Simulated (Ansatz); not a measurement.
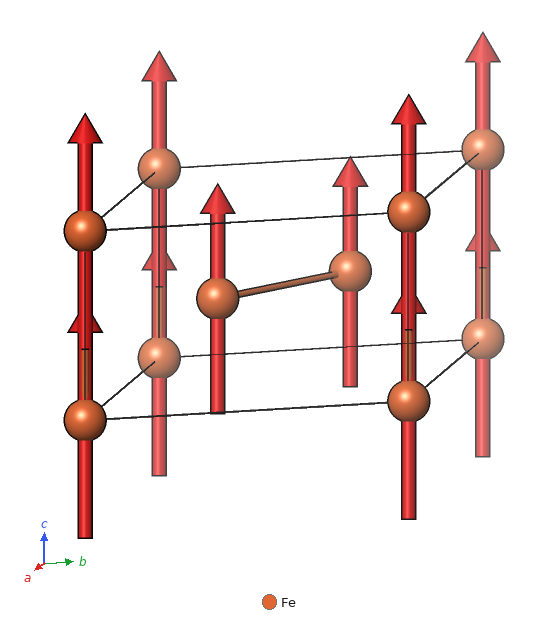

Ball-and-stick representation of a periodic structure, projected slightly off an axis. The wireframe shows the simulation cell. Arrows are the site magnetic moments above 0.25 μB; longer means larger, and red and blue are up and down (without spin-orbit coupling the axis itself is arbitrary).

This is the state reached for Fe. Results below were computed with Ansatz, DFT PBE, scalar-relativistic, plane waves, PAW; the settings were a cutoff energy of 420 eV, 12×12×20 k-points, Gaussian smearing of 0.1 eV, collinear spins.

> What order do the moments form, and how large are they?

Ferromagnetic (within this cell). Site moments: 3 Fe +2.4 to +2.6 μB. The net spin moment of the whole cell is 7.4 μB.

The structure was taken from a textbook structure type filled with this element (whether it is the usual form wasn't checked). The geometry was optimised with DFT PBE, scalar-relativistic, plane waves, PAW (Ansatz 0.2.0).
